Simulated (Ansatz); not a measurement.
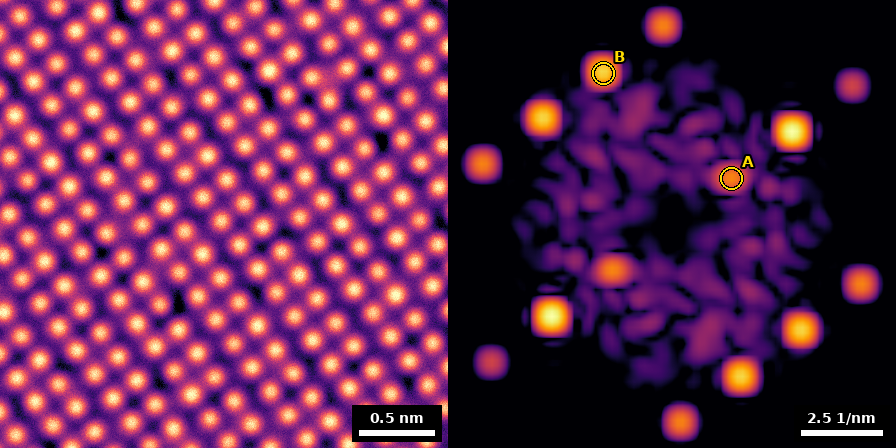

Z-contrast image of Al (C2/c, No. 15) along [101]. The image is simulated as a sum over atoms of Z^1.7, blurred by a 1.11 Å probe (no channelling). The display is stretched by a gamma of 0.65; percentages refer to the linear signal. Shot noise and the speckle of an amorphous layer were added. Structure used: the geometry given to an electronic-structure calculation, possibly off equilibrium; the starting structure was generated, so it need not be a known form of this composition.

The right panel is the modulus of the image's Fourier transform on a logarithmic scale.

a = 2.810 Å, b = 8.632 Å, c = 2.844 Å, α = 90.00°, β = 90.62°, γ = 90.00°

Index the marked spots and give their plane spacings (the zone axis points at the viewer; indices equivalent by symmetry, or all signs reversed, are as good).

A: (020), d = 4.32 Å; B: (-1 1 1), d = 1.96 Å. A and B enclose 77°, and every spot obeys the zone law hu + kv + lw = 0 for [101].
